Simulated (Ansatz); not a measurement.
A series of calculations on GaSb and related structures

Part 1: Relaxation

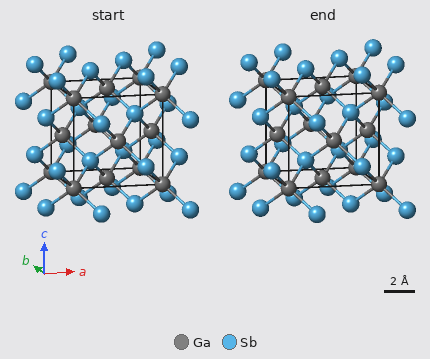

The structure of solid GaSb (set up in F-43m) before (left) and after (right) a relaxation, at one scale.

The picture is a ball-and-stick view of the conventional cell (4 times the calculation's cell), seen slightly off an axis. Lengths and directions refer to the drawn axes.

Theory: DFT PBE, scalar-relativistic, plane waves, PAW in Ansatz. Set-up: plane-wave cutoff 420 eV; k-point mesh 12 × 12 × 12; occupations gaussian; smearing width 0.1 eV; no spin polarisation; cell and atoms relaxed; force threshold 0.005 eV/Å; at most 80 steps.

Q: Describe what moved and what it gained.

A: Over 3 accepted moves (5 points after the start) the energy falls by 19.0 meV per cell of the calculation. All forces vanish by symmetry, so only the cell relaxes. The pressure goes from 2.33 to 0.00 GPa. The SCF was repeated twice at an unchanged geometry on a basis and grid sized afresh for the cell, which shifted the energy by 0.5 meV per cell of the calculation at most. No atom moves by more than 0.005 Å relative to the cell. The drawn cell changes as follows: a = b = c 6.118 → 6.214 Å (+1.6 %); the volume changes by +4.8 %. Some distances before and after: Ga–Sb 2.649 → 2.691 Å. The space group stays F-43m (No. 216).

Part 2: Relaxation

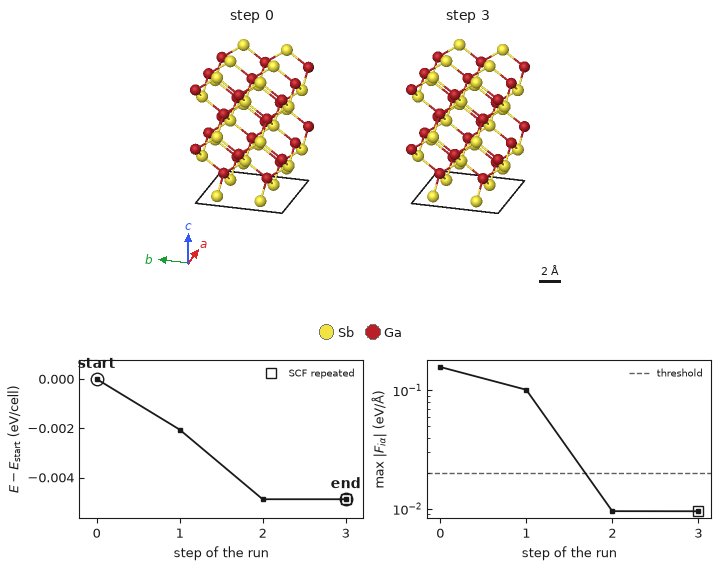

First and last geometry of a relaxation of a slab of composition Ga₄Sb₅ (cut from the F-43m phase), with the history of the run. The picture is a ball-and-stick view of the 2 × 2 repeat of the cell, outlined in the plane, without the vacuum, seen from a free direction.

Case: (1 0 0) slab, atoms relaxed. The slab is the (1 0 0) face of GaSb.

Computed with DFT PBE, scalar-relativistic, plane waves, PAW (Ansatz 0.2.0). (plane-wave cutoff 420 eV; k-point mesh 8 × 8 × 1; occupations gaussian; smearing width 0.1 eV; no spin polarisation; dipole correction; atoms relaxed in a fixed cell; force threshold 0.02 eV/Å; at most 60 steps)

Question: Read the history and describe the run.

Answer: It converged. The energy falls by 4.9 meV per cell of the calculation in 2 accepted moves (3 points after the start). The largest force component goes from 0.16 to 0.0096 eV/Å. 1 step only repeated the SCF at the same geometry. The largest moves, 0.035 Å, are those of Ga atoms. Largest moves by element: Ga 0.035 Å, Sb 0.022 Å. The cell doesn't change. Some distances before and after: Ga–Sb 2.691 → 2.709 Å, Ga–Sb 2.691 → 2.683 Å.

Part 3: A change

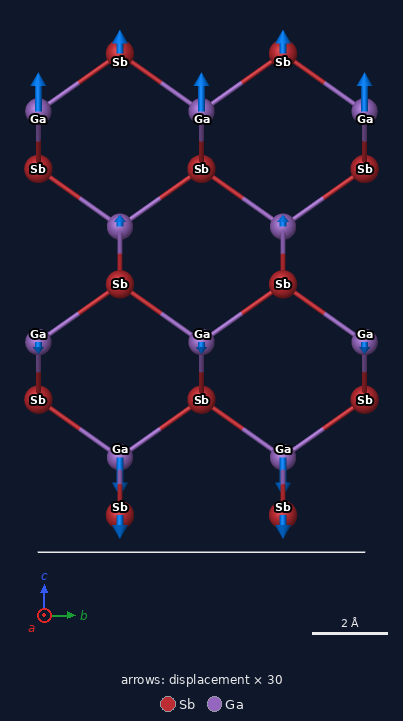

A (1 0 0) slab of GaSb as cut from the relaxed bulk. The blue arrows show how the atoms are displaced, magnified 30 times. The picture is a ball-and-stick view of the 2 × 2 repeat of the cell, outlined in the plane, without the vacuum, seen along the a axis.

Method: DFT PBE, scalar-relativistic, plane waves, PAW in Ansatz 0.2.0. Settings: plane-wave cutoff 420 eV; occupations gaussian; smearing width 0.1 eV; no spin polarisation. The k-mesh is chosen for each cell (8×8×11, 8×8×1).

Q: Describe the change and its computed effect.

A: The atoms of the slab are relaxed at the bulk's in-plane cell. The slab isn't stoichiometric; relaxing it gains 0.002 J/m². The top spacing, between the Sb and Ga planes, goes from 1.55 to 1.54 Å (−0.9 %), the bottom one (Sb to Ga) from 1.55 to 1.54 Å (−0.9 %). The cell doesn't change. The largest moves relative to the layer's centre, 0.035 Å, are those of Ga atoms. By element the largest moves are Ga 0.035 Å, Sb 0.022 Å. Some distances before and after: Ga–Sb 2.691 → 2.683 to 2.709 Å.
